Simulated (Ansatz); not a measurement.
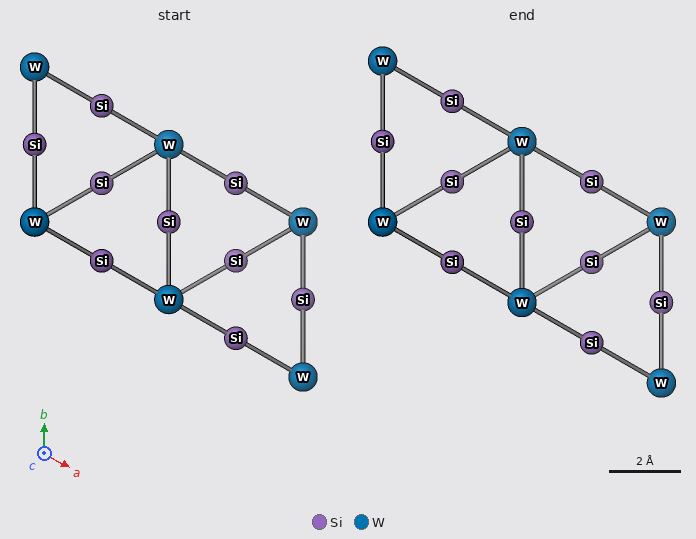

The structure of a crystal of Si4W (a generated structure, set up in Im-3m) (coarse preliminary run) before (left) and after (right) a relaxation, at one scale.

Style: ball-and-stick. Shown: the cell of the calculation, repeated 2 × 1 × 1 with one cell outlined, along the c axis.

The calculation used DFT PBE, scalar-relativistic, plane waves, PAW (Ansatz 0.2.0). Settings: plane-wave cutoff 420 eV; k-point mesh 4 × 4 × 4; occupations gaussian; smearing width 0.1 eV; no spin polarisation; cell and atoms relaxed; force threshold 0.04 eV/Å; at most 70 steps.

**Summarise the run.**

The atoms keep their places relative to the cell (all moves are under 0.005 Å). The volume changes by +12.0 %, with a = b = c 4.679 → 4.859 Å (+3.9 %). Among the contacts that change: Si–W 2.339 → 2.430 Å. The space group stays Im-3m (No. 229). After 1 accepted move (2 points after the start) the energy has fallen by 107 meV per atom. All forces vanish by symmetry, so only the cell relaxes. The pressure goes from 19.63 to 0.35 GPa. The SCF was repeated once at an unchanged geometry on a basis and grid sized afresh for the cell, which shifted the energy by 0.7 meV per atom at most. The run took 4.2 s on 1 thread of Arm Neoverse V1, with other jobs on the host, peak memory 0.33 GiB.
